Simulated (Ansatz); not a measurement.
# Pt: geometry relaxation (part 2 of 3)

Pt (defect cell, 61 atoms in the cell); DFT PBE, scalar-relativistic, plane waves, PAW, no spin polarisation (Ansatz 0.2.0); cutoff 420 eV, 3×3×3 k-mesh, Gaussian smearing of 0.1 eV. The structure derives from a Materials Project entry. It belongs to a series of runs on one base structure; here: Pt vacancy (site a), charge +0, atoms relaxed at the host's cell.

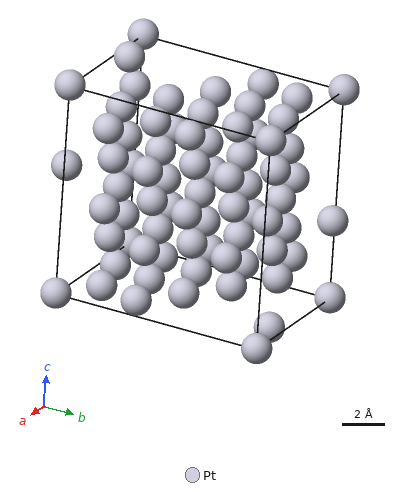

Fig. 1: The geometry at step 4 of the log (spheres-only view of the cell of the calculation, seen slightly off an axis).

## Log, continued
```
SCF iter   1: F=—  HF=-763903.265625 eV  |F-HF|=—  |Δ(HF+E_count)|=         —  Δρ=4.60e-4  dr2=1.13e-3  ethr=6.19e-6  ⟨swp⟩=2.0  Hψ=6419  notcnv=0  defer=347
preconditioner: auto → Kerker (q_TF=auto, 2.785 Å⁻¹)  [metal: Δε(μ)=0.001 eV  Ē_g=8.177 eV  σ=0.100 eV  W_gap=0.00  n_scr=364 (ndim 8)  ℏωp=29.4 eV  f_vac=0.004  D(μ)=135.39/eV (n_scr^D=2082)]
SCF iter   2: F=—  HF=-763903.265489 eV  |F-HF|=—  |Δ(HF+E_count)|=   1.36e-4  Δρ=2.53e-4  dr2=3.88e-4  ethr=1.02e-7  ⟨swp⟩=1.0  Hψ=4548  notcnv=0  defer=349
SCF iter   3: F=—  HF=-763903.265426 eV  |F-HF|=—  |Δ(HF+E_count)|=   6.32e-5  Δρ=1.93e-5  dr2=8.55e-6  ethr=3.53e-8  ⟨swp⟩=2.2  Hψ=5291  notcnv=0  defer=349
SCF iter   4: F=—  HF=-763903.268288 eV  |F-HF|=—  |Δ(HF+E_count)|=   2.86e-3  Δρ=5.50e-6  dr2=1.68e-6  ethr=7.79e-10  ⟨swp⟩=1.0  Hψ=3450  notcnv=0  defer=349
SCF iter   5: F=—  HF=-763903.268288 eV  |F-HF|=—  |Δ(HF+E_count)|=   5.27e-8  Δρ=2.11e-6  dr2=2.80e-7  ethr=1.53e-10  ⟨swp⟩=1.0  Hψ=3450  notcnv=0  defer=349
SCF iter   6: F=-763903.268288 eV  HF=-763903.268288 eV  |F-HF|=6.29e-9  |Δ(HF+E_count)|=   3.84e-9  Δρ=8.52e-7  dr2=2.26e-8  ethr=9.11e-12  ⟨swp⟩=11.5  Hψ=23777  notcnv=0
SCF 4 converged in 6 iterations: F = -763903.268288 eV  dr2 = 2.26e-8
relax step   4: F+E_penalty+E_count = -763903.26828753 eV  Δ(F+E_penalty+E_count) = -1.433e-3 eV  max|allowed force component| = 6.206e-3 eV/Å  Δτ_max = 0.0041 Å  (6 SCF iters, accepted)
SCF converged after 6 iterations
Free energy (F): -763903.268288 eV
Harris-Foulkes:  -763903.268288 eV  (|F-HF|=6.29e-9)
Internal energy: -763902.591435 eV  (E = F + TS)
E sigma→0 (E₀):  -763902.929861 eV
Entropy (-TS):   -0.676853 eV (-11.096 meV/atom)
Fermi energy:    21.804123 eV
--- Per-component energies (eV) ---
  E_band       = -9347.320560
  E_kinetic    = 38840.892981
  E_local      = -94753.513057  (includes V_loc(G=0)·N_el)
  E_nonlocal   = 12187.357719
  E_hartree    = 35205.737792
  E_xc         = -15950.426834
  E_vxc        = -18448.700623  (∫ρ·V_xc dr)
  E_paw        = -576686.550469  (= ΣΔE_a)
  E_vpaw       = -17584.854826  (= ΣTr[D̂ρ^β])
  E_aug_tail   = 0.012455  (compensation charges beyond the density's cutoff)
  E_ewald      = -162746.102023
  E_smearing   = -0.676853  (= −TS)
  E_closure    = 0.000000  (closes the sum)
  Σ components = -763903.268288   (vs F -763903.268288, Δ=0.00e0)
--- Forces (eV/Å), atoms counted from 1 ---
  atom   1  Pt    -0.00397353    -0.00058011    -0.00098417
  atom   2  Pt     0.00021730    -0.00211276    -0.00057633
  atom   3  Pt    -0.00098417     0.00397353     0.00058011
  atom   4  Pt    -0.00258200    -0.00286461    -0.00148089
  atom   5  Pt    -0.00286461    -0.00148089     0.00258200
  atom   6  Pt    -0.00058011    -0.00098417     0.00397353
  atom   7  Pt     0.00258200     0.00286461     0.00148089
  atom   8  Pt    -0.00109430    -0.00406652     0.00281501
  atom   9  Pt    -0.00620584    -0.00159749    -0.00361657
  atom  10  Pt    -0.00450753     0.00201830    -0.00239245
  atom  11  Pt     0.00148089    -0.00258200    -0.00286461
  atom  12  Pt     0.00397353     0.00058011     0.00098417
  atom  13  Pt     0.00103782    -0.00463276    -0.00007050
  atom  14  Pt     0.00220711    -0.00023023    -0.00164509
  atom  15  Pt     0.00007050     0.00103782    -0.00463276
  atom  16  Pt     0.00201830    -0.00239245     0.00450753
  atom  17  Pt     0.00406652    -0.00281501    -0.00109430
  atom  18  Pt    -0.00239245     0.00450753    -0.00201830
  atom  19  Pt     0.00463276     0.00007050     0.00103782
  atom  20  Pt     0.00058011     0.00098417    -0.00397353
  atom  21  Pt    -0.00007050    -0.00103782     0.00463276
  atom  22  Pt    -0.00220711     0.00023023     0.00164509
  atom  23  Pt    -0.00103782     0.00463276     0.00007050
  atom  24  Pt    -0.00148089     0.00258200     0.00286461
  atom  25  Pt     0.00450753    -0.00201830     0.00239245
  atom  26  Pt     0.00620584     0.00159749     0.00361657
  atom  27  Pt     0.00109430     0.00406652    -0.00281501
  atom  28  Pt    -0.00211276    -0.00057633    -0.00021730
  atom  29  Pt    -0.00023023    -0.00164509    -0.00220711
  atom  30  Pt     0.00545859     0.00049039    -0.00026743
  atom  31  Pt     0.00026743     0.00545859     0.00049039
  atom  32  Pt     0.00164509     0.00220711    -0.00023023
  atom  33  Pt    -0.00159749    -0.00361657     0.00620584
  atom  34  Pt     0.00159749     0.00361657    -0.00620584
  atom  35  Pt     0.00219964     0.00243778    -0.00163584
  atom  36  Pt    -0.00361657     0.00620584     0.00159749
  atom  37  Pt     0.00023023     0.00164509     0.00220711
  atom  38  Pt     0.00211276     0.00057633     0.00021730
  atom  39  Pt    -0.00057633    -0.00021730     0.00211276
  atom  40  Pt     0.00286461     0.00148089    -0.00258200
  atom  41  Pt     0.00098417    -0.00397353    -0.00058011
  atom  42  Pt    -0.00021730     0.00211276     0.00057633
  atom  43  Pt    -0.00281501    -0.00109430    -0.00406652
  atom  44  Pt     0.00243778    -0.00163584    -0.00219964
  atom  45  Pt     0.00163584     0.00219964     0.00243778
  atom  46  Pt    -0.00463276    -0.00007050    -0.00103782
  atom  47  Pt     0.00049039    -0.00026743    -0.00545859
  atom  48  Pt    -0.00000000     0.00000000     0.00000000
  atom  49  Pt    -0.00049039     0.00026743     0.00545859
  atom  50  Pt    -0.00406652     0.00281501     0.00109430
  atom  51  Pt    -0.00201830     0.00239245    -0.00450753
  atom  52  Pt    -0.00163584    -0.00219964    -0.00243778
  atom  53  Pt    -0.00243778     0.00163584     0.00219964
  atom  54  Pt     0.00281501     0.00109430     0.00406652
  atom  55  Pt     0.00057633     0.00021730    -0.00211276
  atom  56  Pt     0.00361657    -0.00620584    -0.00159749
  atom  57  Pt    -0.00219964    -0.00243778     0.00163584
  atom  58  Pt    -0.00164509    -0.00220711     0.00023023
  atom  59  Pt    -0.00026743    -0.00545859    -0.00049039
  atom  60  Pt    -0.00545859    -0.00049039     0.00026743
  atom  61  Pt     0.00239245    -0.00450753     0.00201830
  max |Σ_I F_I| component: 3.47e-18 eV/Å
--- Band table (eV; the first three rows and the last of 6) ---
  k-point 0: bands = ["-76.6022", "-76.6014", "-76.6014", "-76.5968", "-76.5968", "-76.5968", "-76.5433", "-76.5394", "-76.5394", "-76.5333", ... 449 levels left out ..., "19.7625", "19.7625", "19.7646", "19.7711", "19.7711", "19.8420", "19.8600", "19.8774", "19.8774", "19.9015", "19.9015", "19.9086", "19.9265", "19.9265", "19.9766", "19.9766", "19.9795", "20.0031", "20.0160", "20.0160", "20.0192", "20.0192", "20.0458", "20.0541", "20.0931", "20.0951", "20.0951", "20.1560", "20.1560",
      "20.2545", "20.2545", "20.2619", "20.3013", "20.3013", "20.3142", "20.6047", "20.6047", "20.7628", "20.8233", "20.8233", "20.8240", "20.8570", "20.8570", "20.8604", "20.9105", "20.9105", "20.9580", "20.9580", "20.9703", "21.0697", "21.2482", "21.2482", "21.3029", "21.3029", "21.3252", "21.3671", "21.4311", "21.4311", "21.4320", "21.4320", "21.4607", "21.4969", "21.5415", "21.5415", "21.5744", "21.5812", "21.5978", "21.5978", "21.6041",
      "21.6041", "21.6286", "21.6491", "21.6491", "21.6539", "21.6539", "21.6673", "21.6681", "21.6681", "21.6724", "21.6745", "21.6840", "21.6874", "21.6874", "21.6957", "21.6957", "21.6988", "21.7078", "21.7225", "21.7252", "21.7252", "21.7266", "21.7266", "21.7438", "21.7438", "21.7478", "21.7626", "21.7633", "21.7633", "21.7678", "21.7812", "21.7812", "21.7898", "21.7898", "21.8035", "21.8187", "21.8187", "21.8265", "21.8469", "21.8612",
      "21.8612", "22.7720", "22.7720", "22.8597", "22.8928", "22.8928", "22.9090", "23.5324", "23.5324", "23.5460", "23.6668", "23.6668", "23.7285", "24.2200", "24.2200", "24.3132", "24.3258", "24.3743", "24.3743", "24.7527", "24.7527", "24.8967", "24.9259", "24.9259", "24.9592", "25.3219", "25.3769", "25.3769", "25.4313", "25.5566", "25.5566", "27.1059", "27.1059", "27.1067", "27.2474", "27.2474", "27.2619", "27.2689", "27.2689", "27.3069",
      "27.3358", "27.3358", "27.3561", "27.3982", "27.3982", "27.4001", "27.4824", "27.5199", "27.5199", "27.5800", "27.5819", "27.5819", "27.6951", "27.7706", "27.7706", "28.1446", "28.1985", "28.1985", "28.2944", "28.2944", "28.3275", "28.5175", "29.5063", "29.5063", "29.6325", "29.6325", "29.6418", "29.7332", "30.4673", "30.5334", "30.5334", "30.5403", "30.5403", "30.7105", "31.2866", "31.2866", "31.3664", "31.4636", "31.4636", "31.5017",
      "31.9256", "31.9256", "31.9700", "31.9700", "31.9983", "32.1012", "32.2870", "32.2870", "32.3985", "32.3985", "32.4523"]
  k-point 1: bands = ["-76.6021", "-76.6016", "-76.6014", "-76.5968", "-76.5968", "-76.5968", "-76.5431", "-76.5397", "-76.5393", "-76.5343", ... 449 levels left out ..., "19.7484", "19.7618", "19.7799", "19.7878", "19.8081", "19.8228", "19.8629", "19.8973", "19.9080", "19.9304", "19.9575", "19.9759", "19.9982", "20.0361", "20.0641", "20.1016", "20.1110", "20.1446", "20.1539", "20.1709", "20.2043", "20.2229", "20.2407", "20.2627", "20.2665", "20.2857", "20.3066", "20.3250", "20.3429",
      "20.3641", "20.3679", "20.3807", "20.3978", "20.4145", "20.4465", "20.5235", "20.5377", "20.5932", "20.6366", "20.6560", "20.7156", "20.7294", "20.7502", "20.7782", "20.8003", "20.8504", "20.8584", "20.8788", "20.8908", "20.9624", "20.9874", "21.0107", "21.0397", "21.0438", "21.0548", "21.0666", "21.1042", "21.1684", "21.1877", "21.2092", "21.2200", "21.2384", "21.2799", "21.3190", "21.3308", "21.3493", "21.3633", "21.3858", "21.4212",
      "21.4339", "21.4453", "21.4730", "21.5462", "21.5553", "21.5968", "21.6093", "21.6225", "21.6290", "21.6463", "21.6611", "21.6653", "21.6695", "21.7026", "21.7197", "21.7290", "21.7535", "21.7719", "21.7768", "21.7932", "21.7981", "21.8238", "21.8422", "21.8609", "21.8832", "21.8965", "21.9164", "21.9251", "21.9370", "21.9454", "21.9501", "21.9828", "21.9932", "22.0208", "22.0414", "22.0668", "22.1445", "22.2069", "22.2593", "22.2672",
      "22.3336", "22.4122", "22.5463", "22.6682", "22.8272", "22.8715", "22.8906", "23.0896", "23.1993", "23.3630", "23.5000", "23.5894", "23.9683", "24.0261", "24.1442", "24.3401", "24.5411", "24.7029", "24.7702", "24.8276", "24.9990", "25.0817", "25.1561", "25.1872", "25.2463", "25.4091", "25.4924", "25.5362", "25.5863", "25.5929", "25.7171", "25.7711", "25.9638", "26.2284", "26.3584", "26.4406", "26.5079", "26.7210", "26.8152", "26.9292",
      "26.9837", "27.0736", "27.1737", "27.3035", "27.5285", "27.7414", "27.9109", "28.0871", "28.1491", "28.1730", "28.2465", "28.3449", "28.4827", "28.5845", "28.7564", "28.7918", "28.8706", "28.8857", "29.0028", "29.1908", "29.2474", "29.2661", "29.3242", "29.3690", "29.4949", "29.6563", "29.8452", "29.8739", "29.9069", "29.9957", "30.0616", "30.0784", "30.1905", "30.2924", "30.4894", "30.5461", "30.6449", "30.7037", "30.8904", "31.2491",
      "31.3489", "31.3772", "31.4929", "31.7084", "31.8052", "31.9165", "32.0484", "32.4588", "32.5589", "32.6032", "32.6772"]
  k-point 2: bands = ["-76.6019", "-76.6017", "-76.6015", "-76.5970", "-76.5968", "-76.5967", "-76.5430", "-76.5397", "-76.5393", "-76.5347", ... 449 levels left out ..., "19.8222", "19.8484", "19.8646", "19.8757", "19.8862", "19.9014", "19.9132", "19.9468", "19.9502", "19.9791", "20.0305", "20.0380", "20.0427", "20.0515", "20.0545", "20.0906", "20.1130", "20.1490", "20.1630", "20.1882", "20.1973", "20.2119", "20.2213", "20.2657", "20.2791", "20.2919", "20.2955", "20.3153", "20.3339",
      "20.3511", "20.3778", "20.3867", "20.4431", "20.4612", "20.4964", "20.5132", "20.5732", "20.5903", "20.6100", "20.6304", "20.6703", "20.7246", "20.7442", "20.7832", "20.8402", "20.8656", "20.8899", "20.8976", "20.9263", "20.9354", "20.9661", "21.0070", "21.0200", "21.0330", "21.0483", "21.0728", "21.1124", "21.1216", "21.1286", "21.1662", "21.1890", "21.1973", "21.2537", "21.2900", "21.3076", "21.3557", "21.3792", "21.4085", "21.4468",
      "21.4871", "21.5032", "21.5220", "21.5478", "21.5539", "21.5768", "21.5964", "21.6120", "21.6185", "21.6316", "21.6445", "21.6590", "21.6673", "21.6781", "21.7050", "21.7170", "21.7285", "21.7421", "21.7516", "21.7587", "21.7748", "21.7757", "21.7931", "21.8030", "21.8171", "21.8264", "21.8594", "21.8674", "21.8964", "21.9137", "21.9309", "21.9488", "21.9634", "21.9930", "22.0310", "22.0471", "22.0523", "22.1150", "22.1528", "22.1946",
      "22.2130", "22.3980", "22.5665", "22.8558", "22.9409", "22.9696", "23.4325", "23.4458", "23.4748", "23.5607", "23.6631", "23.9456", "24.0224", "24.0878", "24.1576", "24.1919", "24.2174", "24.2593", "24.3420", "24.4070", "24.4339", "24.5230", "24.9188", "25.1023", "25.1645", "25.2678", "25.3838", "25.4467", "25.5125", "25.6816", "25.9048", "26.1213", "26.2531", "26.3070", "26.5652", "26.6574", "26.7422", "26.8021", "26.8427", "27.1123",
      "27.2338", "27.3038", "27.3980", "27.4928", "27.7504", "27.7752", "27.8354", "27.8959", "27.9795", "28.2147", "28.2361", "28.3087", "28.3510", "28.4484", "28.5356", "28.7172", "28.7528", "28.9656", "29.0398", "29.0709", "29.1331", "29.1950", "29.2657", "29.5045", "29.8503", "29.9342", "30.2190", "30.2965", "30.3112", "30.3613", "30.3985", "30.4828", "30.5906", "30.6175", "30.6731", "30.7694", "30.8788", "31.0349", "31.0431", "31.1217",
      "31.1747", "31.2756", "31.2894", "31.3845", "31.5393", "31.5587", "31.6667", "31.7376", "31.8120", "31.9663", "32.1437"]
  k-point 5: bands = ["-76.6018", "-76.6017", "-76.6016", "-76.5972", "-76.5967", "-76.5967", "-76.5429", "-76.5395", "-76.5395", "-76.5348", ... 449 levels left out ..., "19.8417", "19.8645", "19.8925", "19.9036", "19.9309", "19.9655", "19.9805", "19.9903", "20.0256", "20.0336", "20.0416", "20.0498", "20.0651", "20.0948", "20.1074", "20.1257", "20.1350", "20.1438", "20.1746", "20.1867", "20.2063", "20.2121", "20.2220", "20.2413", "20.2786", "20.2985", "20.3285", "20.3439", "20.3587",
      "20.3768", "20.3981", "20.4160", "20.4404", "20.4672", "20.4786", "20.5029", "20.5178", "20.5628", "20.6181", "20.6240", "20.6477", "20.6636", "20.7118", "20.7414", "20.7914", "20.8105", "20.8627", "20.8870", "20.9036", "20.9259", "20.9599", "20.9786", "21.0072", "21.0157", "21.0444", "21.0642", "21.0860", "21.1027", "21.1441", "21.1707", "21.2163", "21.2445", "21.2618", "21.2934", "21.3239", "21.3495", "21.3614", "21.3692", "21.4036",
      "21.4243", "21.4491", "21.4653", "21.4718", "21.4961", "21.5159", "21.5324", "21.5454", "21.5553", "21.6100", "21.6813", "21.6924", "21.7035", "21.7271", "21.7428", "21.7458", "21.7795", "21.7968", "21.8009", "21.8250", "21.8344", "21.8490", "21.8650", "21.8839", "21.9064", "21.9775", "22.0096", "22.0277", "22.0758", "22.1167", "22.1282", "22.1572", "22.1618", "22.1702", "22.1894", "22.2072", "22.2141", "22.2236", "22.2367", "22.3735",
      "22.5020", "22.6866", "22.7753", "22.8091", "22.8351", "22.8617", "22.9340", "23.0105", "23.1737", "23.3585", "23.4130", "23.4167", "23.4740", "23.5661", "23.6551", "23.8298", "23.8783", "23.9316", "24.3347", "24.4558", "24.4996", "24.8337", "24.8824", "24.9714", "25.0664", "25.1024", "25.2167", "25.2718", "25.6870", "25.7029", "26.0512", "26.1551", "26.3199", "26.3869", "26.7548", "26.9410", "26.9792", "27.1176", "27.2220", "27.2759",
      "27.3114", "27.4602", "27.5507", "27.7412", "27.8674", "27.9545", "27.9781", "28.1109", "28.1309", "28.2566", "28.3129", "28.4174", "28.5391", "28.5994", "28.8123", "28.8351", "28.8813", "29.0111", "29.0873", "29.1735", "29.3629", "29.3903", "29.6496", "29.7096", "29.8730", "29.9642", "30.0086", "30.0881", "30.1149", "30.1295", "30.2269", "30.2597", "30.3728", "30.4278", "30.4627", "30.7022", "30.9240", "30.9876", "31.0459", "31.2182",
      "31.2934", "31.3390", "31.3429", "31.3628", "31.4246", "31.4954", "31.6248", "31.7308", "31.8922", "32.0573", "32.1103"]
```
